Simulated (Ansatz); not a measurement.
## Cr in space group P6_3/mmc: the states at the Fermi level

```
CELL_PARAMETERS angstrom
2.71400 0.00000 0.00000
-1.35700 2.35039 0.00000
0.00000 0.00000 4.41000
ATOMIC_POSITIONS crystal
Cr 0.33333 0.66667 0.25000
Cr 0.66667 0.33333 0.75000
```

Computed with Ansatz 0.2.0, DFT PBE, scalar-relativistic, plane waves, PAW; levels and slopes on a dense k mesh at the converged density. Collinear spin polarisation. The levels come from a k mesh of 30×30×16 points. The geometry was not relaxed (residual pressure −23 GPa). Sheets, masses and frequencies are those of this strained cell.

## 1. The sheets

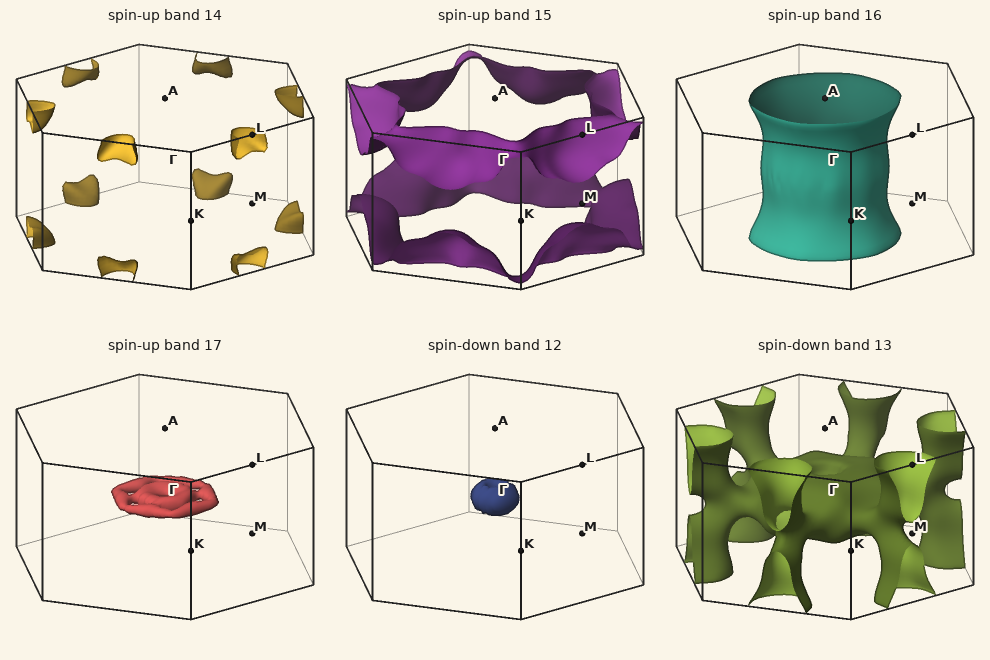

Fermi surface of this crystal. Each panel holds one band. The brighter face of a sheet looks towards empty states. Only the first six of 7 bands are drawn.

> Describe the Fermi surface sheet by sheet.

Seven bands cross the Fermi level; this is a three-dimensional metal. Spin-down band 11 ends within 17 meV of the level without crossing it.

Spin-up band 14: three hole pockets centred at L (each 0.55 % of the zone).
Spin-up band 15: an open sheet between a filled part that runs through the repeated zones in all directions and an empty one that does so in two.
Spin-up band 16: one open electron tube parallel to Γ–A and specks under 0.04 % of the zone, which the mesh doesn't resolve and which may come from the interpolation.
Spin-up band 17: one electron pocket in a ring or shell around Γ (0.72 % of the zone).
Spin-down band 12: one hole pocket in a ring or shell around Γ (0.37 % of the zone).
Spin-down band 13: an open hole network that joins neighbouring zones in all directions (23 % of the zone).
A pocket cut by a face of the zone is counted once with the part on the opposite face.
The shape of the surface of spin-up band 16 changes its kind within 0.03 eV of this level, so small parts may appear, vanish, join or separate.

> What does the calculation give for N(E_F) and the Drude plasma frequency?

The density of states at the Fermi level is 3.3 states/eV per primitive cell. The intraband plasma frequencies along the cartesian axes x, y and z of the cell as given are 4.8, 4.8 and 4.2 eV.

## 2. The two spins

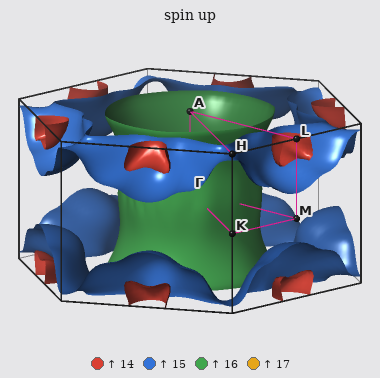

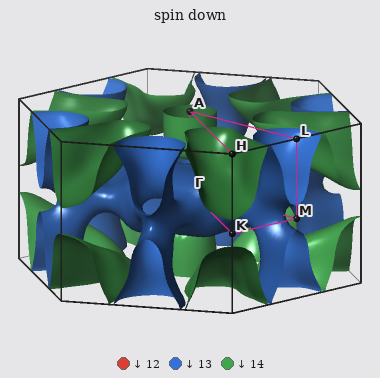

Spin-resolved Fermi surfaces of this crystal; the net moment is 2.0 μB per cell, and spin up is the majority channel.

> What is the spin polarisation of the states at the Fermi level?

Spin up has four and spin down three bands crossing, with 1.2 and 2.0 states/eV per cell, so (N↑ − N↓)/(N↑ + N↓) = −0.24.

## 3. Speeds

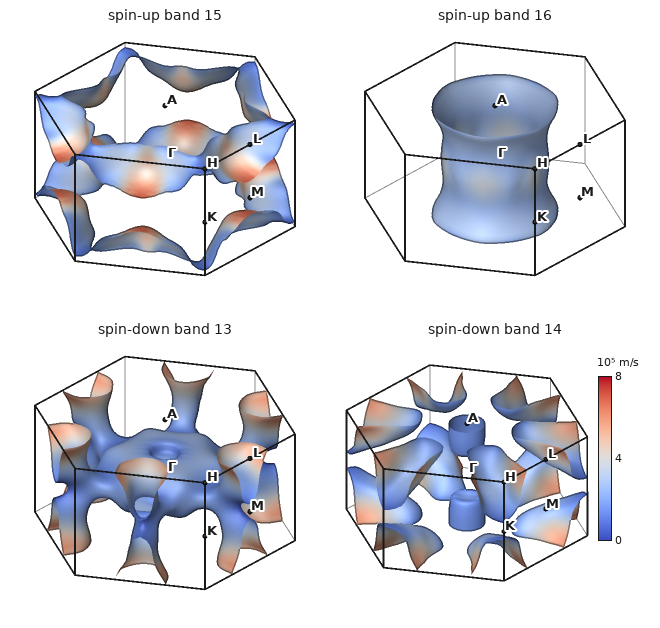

Fermi surface of this crystal (the four sheets of greatest area among seven bands), coloured by the Fermi speed.

> How fast are the electrons on each sheet?

Spin-up band 15: 1.3 to 6.5 × 10⁵ m/s over most of the sheet, 2.8 × 10⁵ m/s on average over states. Spin-up band 16: 2.5 to 3.5 × 10⁵ m/s over most of the sheet, 2.8 × 10⁵ m/s on average over states. Spin-down band 13: 1.2 to 5.5 × 10⁵ m/s over most of the sheet, 2.2 × 10⁵ m/s on average over states. Spin-down band 14: 1.3 to 5.6 × 10⁵ m/s over most of the sheet, 2.4 × 10⁵ m/s on average over states.

The run ends with a net moment of 2.0 μB a cell, the order reached from its starting moments, not necessarily the lowest. A band edge lies within 0.03 eV of the Fermi level, so pockets and density of states there aren't settled. Necks and pockets thinner than about two mesh steps aren't resolved, so separate pockets may in truth be joined.

Cost: 3.7 min on 1 thread of Arm Neoverse V2 (shared host), peak memory 1 GiB.
